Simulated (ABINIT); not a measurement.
## Optical-spectrum calculation, with input and output: Cu (part 2 of 2)

Cu (Fm-3m, 3 atoms in the cell); Kohn-Sham DFT of a periodic cell, LDA, HGH LDA, no spin polarisation (ABINIT 10.8.3); cutoff 408.17 eV, 8×8×8 k-mesh, methfessel-paxton of 0.1 eV. The structure was built on a prototype by a generator; it need not be a known phase.

Geometry of the input (Å; fractional positions):
```
0.0000  2.7805  2.7805
2.7805  0.0000  2.7805
2.7805  2.7805  0.0000
Cu 0.2500  0.2500  0.2500
Cu 0.7500  0.7500  0.7500
Cu 0.5000  0.5000  0.5000
```

## Log, continued
```
--- !ResultsGS
iteration_state: {dtset: 1, }
comment   : Summary of ground state results
lattice_vectors:
- [  0.0000000,   5.2544780,   5.2544780, ]
- [  5.2544780,   0.0000000,   5.2544780, ]
- [  5.2544780,   5.2544780,   0.0000000, ]
lattice_lengths: [   7.43095,    7.43095,    7.43095, ]
lattice_angles: [ 60.000,  60.000,  60.000, ] # degrees, (23, 13, 12)
lattice_volume:   2.9014743E+02
convergence: {deltae:  1.332E-15, res2:  6.707E-14, residm:  4.552E-07, diffor: null, }
etotal    :  -1.42350437E+00
entropy   :   0.00000000E+00
fermie    :  -1.51082722E-01
cartesian_stress_tensor: # hartree/bohr^3
- [  1.63924959E-03,   0.00000000E+00,   0.00000000E+00, ]
- [  0.00000000E+00,   1.63924959E-03,   0.00000000E+00, ]
- [  0.00000000E+00,   0.00000000E+00,   1.63924959E-03, ]
pressure_GPa:  -4.8228E+01
xred      :
- [  2.5000E-01,   2.5000E-01,   2.5000E-01, Cu]
- [  7.5000E-01,   7.5000E-01,   7.5000E-01, Cu]
- [  5.0000E-01,   5.0000E-01,   5.0000E-01, Cu]
cartesian_forces: # hartree/bohr
- [ -0.00000000E+00,  -0.00000000E+00,  -0.00000000E+00, ]
- [ -0.00000000E+00,  -0.00000000E+00,  -0.00000000E+00, ]
- [ -0.00000000E+00,  -0.00000000E+00,  -0.00000000E+00, ]
force_length_stats: {min:   0.00000000E+00, max:   0.00000000E+00, mean:   0.00000000E+00, }
...

 Integrated electronic density in atomic spheres:
 ------------------------------------------------
 Atom  Sphere_radius  Integrated_density
    1        2.00000          0.30902458
    2        2.00000          0.30902458
    3        2.00000          0.38705729
================================================================================

 ----iterations are completed or convergence reached----

 Mean square residual over all n,k,spin=   28.875E-10; max=  45.518E-08
 reduced coordinates (array xred) for    3 atoms
       0.250000000000      0.250000000000      0.250000000000
       0.750000000000      0.750000000000      0.750000000000
       0.500000000000      0.500000000000      0.500000000000
 rms dE/dt=  0.0000E+00; max dE/dt=  0.0000E+00; dE/dt below (all hartree)
    1       0.000000000000      0.000000000000      0.000000000000
    2       0.000000000000      0.000000000000      0.000000000000
    3       0.000000000000      0.000000000000      0.000000000000

 cartesian coordinates (angstrom) at end:
    1      1.39027499908197     1.39027499908197     1.39027499908197
    2      4.17082499724591     4.17082499724591     4.17082499724591
    3      2.78054999816394     2.78054999816394     2.78054999816394

 cartesian forces (hartree/bohr) at end:
    1     -0.00000000000000    -0.00000000000000    -0.00000000000000
    2     -0.00000000000000    -0.00000000000000    -0.00000000000000
    3     -0.00000000000000    -0.00000000000000    -0.00000000000000
 frms,max,avg= 0.0000000E+00 0.0000000E+00   0.000E+00  0.000E+00  0.000E+00 h/b

 cartesian forces (eV/Angstrom) at end:
    1     -0.00000000000000    -0.00000000000000    -0.00000000000000
    2     -0.00000000000000    -0.00000000000000    -0.00000000000000
    3     -0.00000000000000    -0.00000000000000    -0.00000000000000
 frms,max,avg= 0.0000000E+00 0.0000000E+00   0.000E+00  0.000E+00  0.000E+00 e/A
 length scales=  7.430954016600  7.430954016600  7.430954016600 bohr
              =  3.932291518185  3.932291518185  3.932291518185 angstroms
 Fermi (or HOMO) energy (hartree) =  -0.15108   Average Vxc (hartree)=  -0.25404
 Eigenvalues (hartree) for nkpt=  60  k points:
 kpt#   1, nband=  6, wtk=  0.01172, kpt= -0.0625 -0.1250  0.0000 (reduced coord)
  -0.36522    0.07126    0.10061    0.14233    0.17365    0.24704
      occupation numbers for kpt#   1
   2.00000    0.00000    0.00000    0.00000    0.00000    0.00000
 prteigrs : prtvol=0 or 1, do not print more k-points.

--- !EnergyTerms
iteration_state     : {dtset: 1, }
comment             : Components of total free energy in Hartree
kinetic             :  5.81711846912315E-01
hartree             :  1.15229678563848E-02
xc                  : -6.11648921952973E-01
Ewald energy        : -9.10737277797091E-01
psp_core            :  6.55631243279344E-02
local_psp           :  2.83560833091890E-02
non_local_psp       : -5.88285161904255E-01
internal            : -1.42351733924850E+00
'-kT*entropy'       :  1.29738179272604E-05
total_energy        : -1.42350436543057E+00
total_energy_eV     : -3.87355271105713E+01
band_energy         : -7.51033572897312E-01
...

 Cartesian components of stress tensor (hartree/bohr^3)
  sigma(1 1)=  1.63924959E-03  sigma(3 2)=  0.00000000E+00
  sigma(2 2)=  1.63924959E-03  sigma(3 1)=  0.00000000E+00
  sigma(3 3)=  1.63924959E-03  sigma(2 1)=  0.00000000E+00

-Cartesian components of stress tensor (GPa)         [Pressure= -4.8228E+01 GPa]
- sigma(1 1)=  4.82283880E+01  sigma(3 2)=  0.00000000E+00
- sigma(2 2)=  4.82283880E+01  sigma(3 1)=  0.00000000E+00
- sigma(3 3)=  4.82283880E+01  sigma(2 1)=  0.00000000E+00

================================================================================
== DATASET  2 ==================================================================

--- !DatasetInfo
iteration_state: {dtset: 2, }
dimensions: {natom: 3, nkpt: 60, mband: 12, nsppol: 1, nspinor: 1, nspden: 1, mpw: 824, }
cutoff_energies: {ecut:  15.0, pawecutdg:  -1.0, }
electrons: {nelect:   3.00000000E+00, charge:   0.00000000E+00, occopt:   6.00000000E+00, tsmear:   3.67493222E-03, }
meta: {optdriver: 0, ionmov: 0, optcell: 0, iscf: -3, paral_kgb: 0, }
...

 mkfilename : getden/=0, take file _DEN from output of DATASET   1.

 Exchange-correlation functional for the present dataset will be:
  LDA: Perdew-Wang 92 LSD fit to Ceperley-Alder data - ixc=7
  J.P.Perdew and Y.Wang, PRB 45, 13244 (1992)

 Real(R)+Recip(G) space primitive vectors, cartesian coordinates (Bohr,Bohr^-1):
 R(1)=  0.0000000  5.2544780  5.2544780  G(1)= -0.0951569  0.0951569  0.0951569
 R(2)=  5.2544780  0.0000000  5.2544780  G(2)=  0.0951569 -0.0951569  0.0951569
 R(3)=  5.2544780  5.2544780  0.0000000  G(3)=  0.0951569  0.0951569 -0.0951569
 Unit cell volume ucvol=  2.9014743E+02 bohr^3
 Angles (23,13,12)=  6.00000000E+01  6.00000000E+01  6.00000000E+01 degrees

 getcut: wavevector=  0.0000  0.0000  0.0000  ngfft=  27  27  27
         ecut(hartree)=     15.000   => boxcut(ratio)=   2.00983
--------------------------------------------------------------------------------

================================================================================

--- !BeginCycle
iteration_state: {dtset: 2, }
solver: {iscf: -3, nstep: 120, nline: 4, wfoptalg: 0, }
tolerances: {tolwfr: 1.00E-12, }
...

     iter   Etot(hartree)      deltaE(h)  residm     vres2
 Non-SCF case, kpt    1 ( -0.06250 -0.12500  0.00000), residuals and eigenvalues=
  1.24E-13  4.64E-14  2.96E-14  3.59E-13  1.81E-13  3.43E-13  2.23E-13  2.22E-13
  8.94E-14  7.05E-09  7.76E-08  2.48E-06
 -3.6522E-01  7.1260E-02  1.0061E-01  1.4233E-01  1.7365E-01  2.4702E-01
  2.5098E-01  2.7841E-01  3.4978E-01  4.3155E-01  4.3891E-01  4.7293E-01
 prteigrs : prtvol=0 or 1, do not print more k-points.

--- !ResultsGS
iteration_state: {dtset: 2, }
comment   : Summary of ground state results
lattice_vectors:
- [  0.0000000,   5.2544780,   5.2544780, ]
- [  5.2544780,   0.0000000,   5.2544780, ]
- [  5.2544780,   5.2544780,   0.0000000, ]
lattice_lengths: [   7.43095,    7.43095,    7.43095, ]
lattice_angles: [ 60.000,  60.000,  60.000, ] # degrees, (23, 13, 12)
lattice_volume:   2.9014743E+02
convergence: {deltae:  0.000E+00, res2:  0.000E+00, residm:  9.914E-13, diffor:  0.000E+00, }
etotal    :  -1.42350437E+00
entropy   :   0.00000000E+00
fermie    :  -1.51082722E-01
cartesian_stress_tensor: null
pressure_GPa: null
xred      :
- [  2.5000E-01,   2.5000E-01,   2.5000E-01, Cu]
- [  7.5000E-01,   7.5000E-01,   7.5000E-01, Cu]
- [  5.0000E-01,   5.0000E-01,   5.0000E-01, Cu]
cartesian_forces: null
force_length_stats: {min: null, max: null, mean: null, }
...

 Integrated electronic density in atomic spheres:
 ------------------------------------------------
 Atom  Sphere_radius  Integrated_density
    1        2.00000          0.30902458
    2        2.00000          0.30902458
    3        2.00000          0.38705727
================================================================================

 ----iterations are completed or convergence reached----

 Mean square residual over all n,k,spin=   32.450E-14; max=  99.141E-14
 reduced coordinates (array xred) for    3 atoms
       0.250000000000      0.250000000000      0.250000000000
       0.750000000000      0.750000000000      0.750000000000
       0.500000000000      0.500000000000      0.500000000000

 cartesian coordinates (angstrom) at end:
    1      1.39027499908197     1.39027499908197     1.39027499908197
    2      4.17082499724591     4.17082499724591     4.17082499724591
    3      2.78054999816394     2.78054999816394     2.78054999816394
 length scales=  7.430954016600  7.430954016600  7.430954016600 bohr
              =  3.932291518185  3.932291518185  3.932291518185 angstroms
 Eigenvalues (hartree) for nkpt=  60  k points:
 kpt#   1, nband= 12, wtk=  0.01172, kpt= -0.0625 -0.1250  0.0000 (reduced coord)
  -0.36522    0.07126    0.10061    0.14233    0.17365    0.24702    0.25098    0.27841
   0.34978    0.43155    0.43891    0.47293
      occupation numbers for kpt#   1
   2.00000    0.00000    0.00000    0.00000    0.00000    0.00000    0.00000    0.00000
   0.00000    0.00000    0.00000    0.00000
 prteigrs : prtvol=0 or 1, do not print more k-points.

--- !EnergyTerms
iteration_state     : {dtset: 2, }
comment             : Components of total free energy in Hartree
kinetic             :  5.81711842168812E-01
hartree             :  1.15229678563848E-02
xc                  : -6.11648921952973E-01
Ewald energy        : -9.10737277797091E-01
psp_core            :  6.55631243279344E-02
local_psp           :  2.83560833091890E-02
non_local_psp       : -5.88285158642041E-01
internal            : -1.42351734072979E+00
'-kT*entropy'       :  1.29738176949232E-05
total_energy        : -1.42350436691209E+00
...

--- !EnergyTermsDC
iteration_state     : {dtset: 2, }
comment             : '"Double-counting" decomposition of free energy'
band_energy         : -7.51033572797343E-01
Ewald energy        : -9.10737277797091E-01
psp_core            :  6.55631243279344E-02
xc_dc               :  1.72690387018617E-01
internal            : -1.42351733924788E+00
'-kT*entropy'       :  1.29738176949232E-05
total_energy_dc     : -1.42350436543019E+00
...

================================================================================
== DATASET  3 ==================================================================

--- !DatasetInfo
iteration_state: {dtset: 3, }
dimensions: {natom: 3, nkpt: 60, mband: 8, nsppol: 1, nspinor: 1, nspden: 1, mpw: 824, }
cutoff_energies: {ecut:  15.0, pawecutdg:  -1.0, }
electrons: {nelect:   3.00000000E+00, charge:   0.00000000E+00, occopt:   6.00000000E+00, tsmear:   3.67493222E-03, }
meta: {optdriver: 8, wfk_task: 7, }
...

 mkfilename : getwfk/=0, take file _WFK from output of DATASET   2.

 Exchange-correlation functional for the present dataset will be:
  LDA: Perdew-Wang 92 LSD fit to Ceperley-Alder data - ixc=7
  J.P.Perdew and Y.Wang, PRB 45, 13244 (1992)

--------------------------------------------------------------------------------

 Computation of velocity matrix elements (DDK)

 Parameters extracted from the Abinit header:
    ecut:     15.0
    nkpt:    2048
    mband:   12
    nsppol:  1
    nspinor: 1
    useylm:  0
    inclvkb: 2
    bmin: 1, bmax: 12
    Computing diagonal and off-diagonal matrix elements
    Between band index bmin: 1, bmax: 12

== END DATASET(S) ==============================================================
================================================================================

 -outvars: echo values of variables after computation  --------
            acell      7.4309540166E+00  7.4309540166E+00  7.4309540166E+00 Bohr
           etotal1    -1.4235043654E+00
           etotal2    -1.4235043654E+00
           etotal3     0.0000000000E+00
            fcart1    -0.0000000000E+00 -0.0000000000E+00 -0.0000000000E+00
                      -0.0000000000E+00 -0.0000000000E+00 -0.0000000000E+00
                      -0.0000000000E+00 -0.0000000000E+00 -0.0000000000E+00
            fcart3     0.0000000000E+00  0.0000000000E+00  0.0000000000E+00
                       0.0000000000E+00  0.0000000000E+00  0.0000000000E+00
                       0.0000000000E+00  0.0000000000E+00  0.0000000000E+00
            rprim      0.0000000000E+00  7.0710678120E-01  7.0710678120E-01
                       7.0710678120E-01  0.0000000000E+00  7.0710678120E-01
                       7.0710678120E-01  7.0710678120E-01  0.0000000000E+00
           strten1     1.6392495898E-03  1.6392495898E-03  1.6392495898E-03
                       0.0000000000E+00  0.0000000000E+00  0.0000000000E+00
           strten3     0.0000000000E+00  0.0000000000E+00  0.0000000000E+00
                       0.0000000000E+00  0.0000000000E+00  0.0000000000E+00
           xangst      1.3902749991E+00  1.3902749991E+00  1.3902749991E+00
                       4.1708249972E+00  4.1708249972E+00  4.1708249972E+00
                       2.7805499982E+00  2.7805499982E+00  2.7805499982E+00
             xred      2.5000000000E-01  2.5000000000E-01  2.5000000000E-01
                       7.5000000000E-01  7.5000000000E-01  7.5000000000E-01
                       5.0000000000E-01  5.0000000000E-01  5.0000000000E-01
 Calculation completed.
```

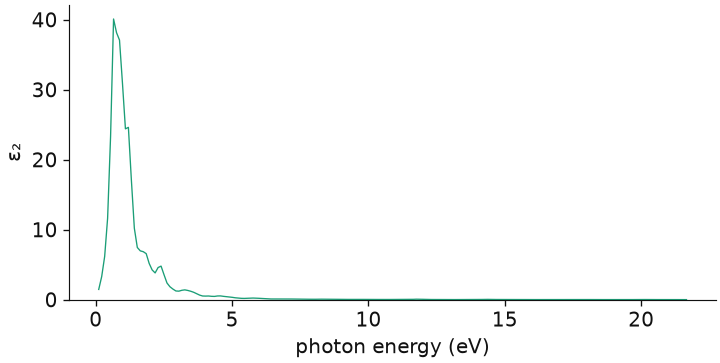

**Figure 1.** Imaginary part of the dielectric function (first component that the program prints). The highest peak, 40.1, lies at 0.65 eV.

## Summary

```tsv
quantity	value
outcome	converged
space group (tolerance 0.01 Å)	Fm-3m (225)
electrons treated	3
free energy	−38.7355 eV
Fermi energy	−4.111 eV
pressure	−48.23 GPa
largest force (length of the vector)	under 0.001 eV/Å
hardware	1 thread of Arm Neoverse V1, 112 GiB of memory available, shared host
wall time	27 s
peak memory	0.42 GiB
```

## Remarks

Points of doubt noted for this run: no intraband term. The cell is under a tension of 48 GPa at this level, so it is not at its equilibrium volume.
